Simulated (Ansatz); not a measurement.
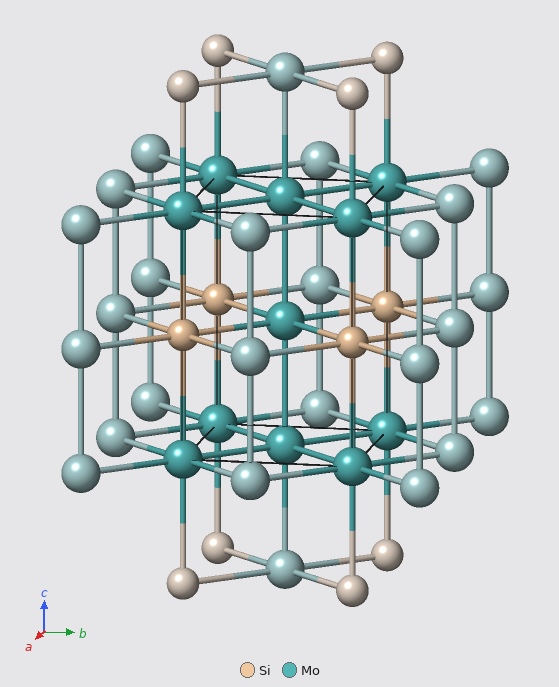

Ball-and-stick drawing of the structure, looking slightly off an axis. Lines trace the edges of the conventional unit cell. The bonded neighbours beyond the faces are included, in fainter colours. Cell: a = 3.59 Å, b = 3.59 Å, c = 5.27 Å, α = 90.00°, β = 90.00°, γ = 90.00°.

Provenance: a random cell made by a generator, so it need not be a real form of the compound. Earlier steps of the study, as a rule a relaxation of our own, may have changed the cell and positions, so they can lie some per cent off the listed ones. Ansatz was used for an electronic-structure calculation on it.

**Describe the crystal.**

The structure is one of SiMo$_{3}$. Space group: P4/mmm (No. 123). Lattice: primitive tetragonal. Atoms per cell: 4 (1 Si, 3 Mo). Around each Si lie six Mo in an octahedral arrangement at about 2.5 to 2.6 Å. Mo takes three kinds of site: 1a with four Mo and two Si in an octahedral arrangement (about 2.5 Å to Mo, 2.6 Å to Si); 1d with four Si and two Mo in an octahedral arrangement (about 2.5 Å to Si, 2.6 Å to Mo); 1c with six Mo in an octahedral arrangement at about 2.5 to 2.6 Å. The bonds build a three-dimensional framework.

Method used: DFT PBE, scalar-relativistic, plane waves, PAW in Ansatz 0.2.0. It ran with wavefunction cutoff 420 eV, a 14×14×10 mesh of k-points, Gaussian smearing of 0.1 eV, no spin polarisation.

**How large a gap does the method give, if there is one?**

A metal: bands cross the Fermi level.

**Give the Bader charge of each element.**

Si -0.40 e; Mo -0.03 to +0.28 e.

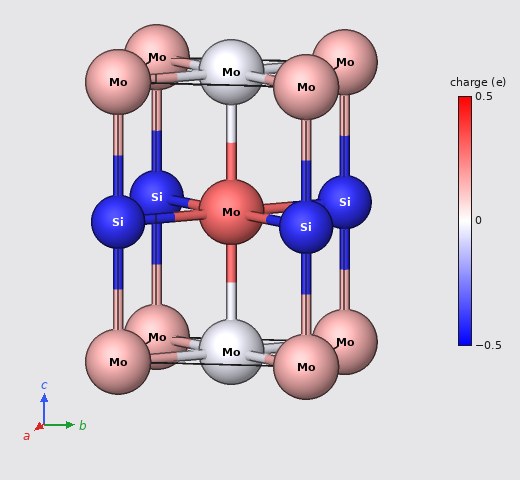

The atoms coloured by those charges. The run's cell of 4 atoms is drawn.

**Is this an equilibrium geometry for the method given?**

Yes. All forces vanish to within 0.01 eV/Å. The pressure is 0.0 GPa, close to zero.
